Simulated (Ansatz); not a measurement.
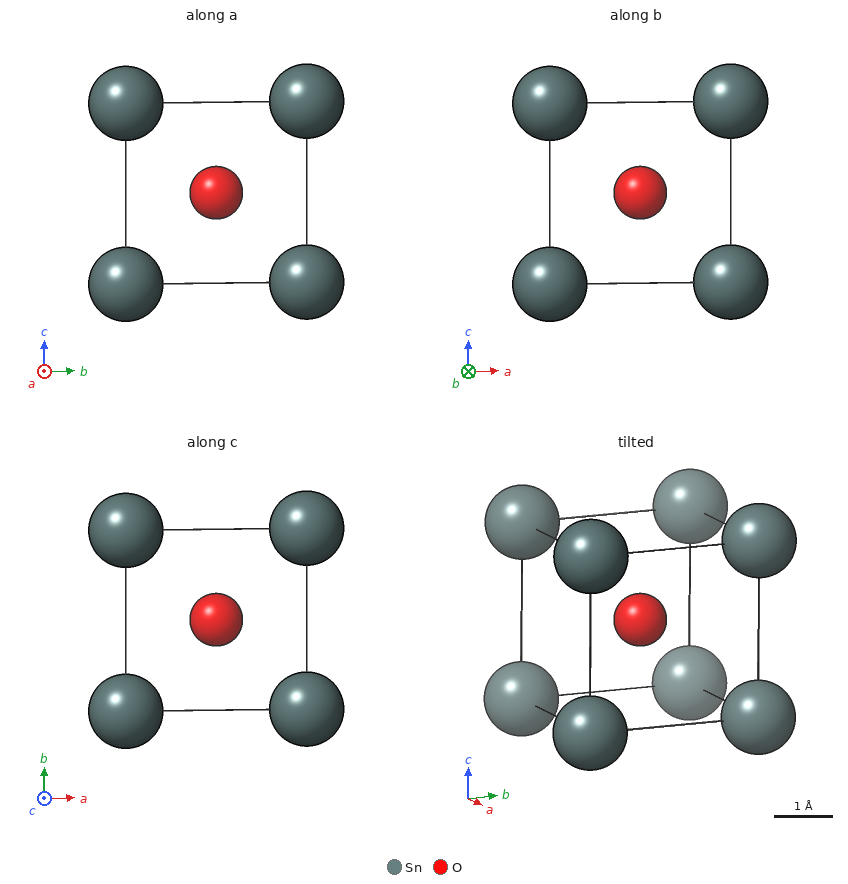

Spheres-only drawing of the structure, looking along the a axis, along the b axis, along the c axis and slightly off an axis. The frame is the unit cell; atoms at its boundary are shown with their periodic copies.

Lattice parameters: a = 3.123 Å, b = 3.123 Å, c = 3.123 Å, α = 89.29°, β = 89.29°, γ = 89.29°. Put a along x and b in the xy plane.

Q: Express the structure as a POSCAR file.

A:
```
Sn O
1.0
     3.123    0.000    0.000
     0.039    3.123    0.000
     0.039    0.038    3.122
Sn O
1 1
Direct
  0.0000 0.0000 0.0000
  0.5000 0.5000 0.5000
```

Starting structure: a structure type filled with these elements by a generator (whether the compound takes this form wasn't checked). The cell was then strained or its atoms displaced on purpose. It was run through Ansatz as a DFT input.
